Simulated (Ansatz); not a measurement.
# Pd: what the fields show

Input file:

```
crystal:
  lattice:
    - [2.8293070111, 0.0, 0.0]
    - [-1.4146535056, 2.4502517468, 0.0]
    - [0.0, 0.0, 4.7047899813]
  atoms:
    - { symbol: Pd, position: [0.6666666667, 0.3333333333, 0.75], spin: 0.6 }
    - { symbol: Pd, position: [0.3333333333, 0.6666666667, 0.25], spin: 0.6 }
magnetization:
  spin_polarized: true
kpoints:
  mp_grid: { grid: [14, 14, 7] }
scf:
  occupations: { method: fermi_dirac, width: 0.05 }
  lower_state_search: "off"
hamiltonian:
  xc: pbe
  pseudopotentials: { kind: paw }
output:
  forces: true
  stress: true
  eigenvalues: true
  populations: true
  write_density: true
  write_potential: true
  elf: true
  volumetric_format: npy
```

Run with:

```sh
ansatz run input.yaml --threads 1 --pin off --max-ram 3072MiB --backend cpu --events-out ev --progress --plain --runs-dir out
```

Below, planes, directions and counts refer to the conventional cell (a = 2.83 Å, b = 2.83 Å, c = 4.70 Å, α = 90.00°, β = 90.00°, γ = 120.00°).

Space group P6₃/mmc; a structure from a database of computed crystals, not necessarily the ambient phase; computed pressure about −8 GPa in this cell; spin-polarised.

All numbers below come from DFT, PBE, PAW with Ansatz's default frozen-core files, scalar-relativistic in Ansatz 0.2.0.

Core electrons are frozen (PAW), and the valence fields are smoothed inside the atomic spheres.

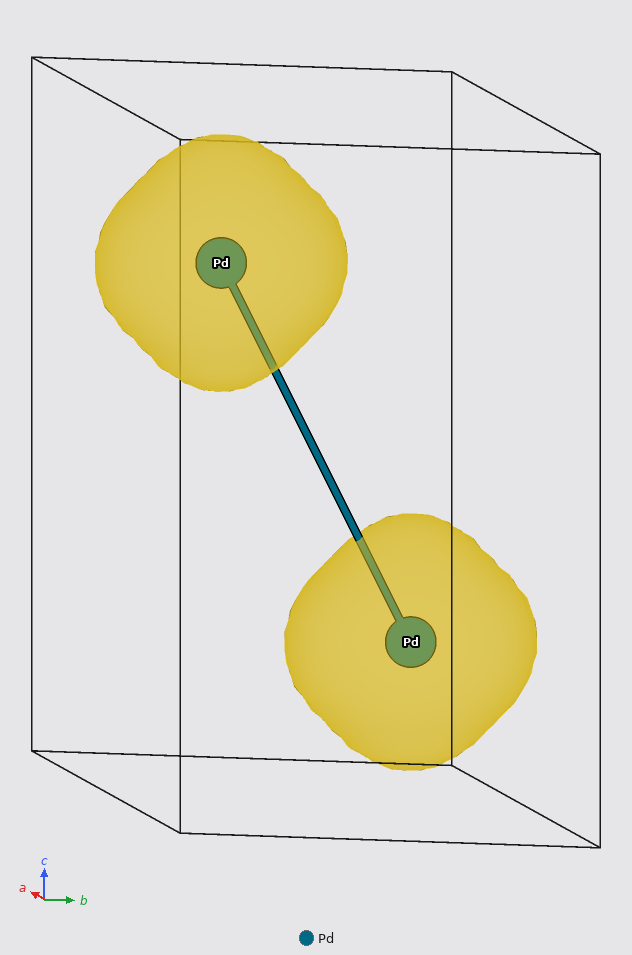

Figure 1. Isosurfaces of the spin density at +0.06 (yellow) and −0.06 e/Å³ (cyan), seen at an oblique angle. Sticks mark near contacts.

Q: Describe the spin distribution.

A: The spin density sits on Pd: +0.4 μB (×2) in one cell of 2 atoms: parallel moments (a ferromagnetic arrangement) in this solution. The cell of the calculation (2 atoms) carries 0.8 μB of net spin moment. Only one sign reaches the isovalue.

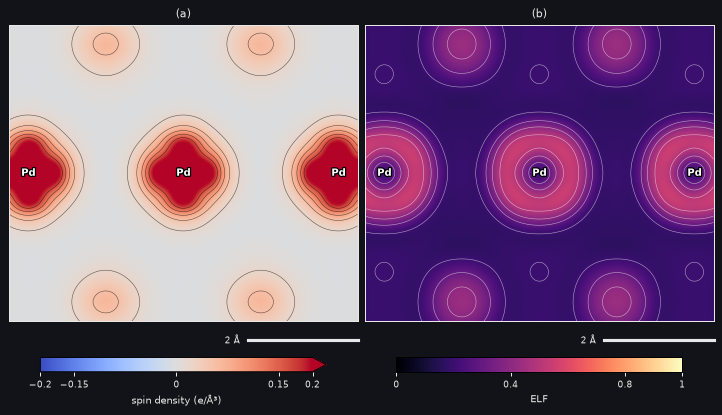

Figure 2. (a) spin density; (b) electron localisation function on the (010) plane of the conventional cell.

Q: What do the fields say about this system?

A: The plane passes through Pd nuclei.
Atoms just off the plane (Pd, 0.8 Å away) can leave unmarked features too.
Pd–Pd (2.83 Å): the ELF is about 0.20 at the midpoint: no localised pair shows between them.
The features right at Pd lie inside the PAW spheres, where the map follows smoothed inner orbitals and isn't to be read closely.

Q: Does the calculation give a band gap?

A: It is gapless in this calculation (a metal or semimetal).
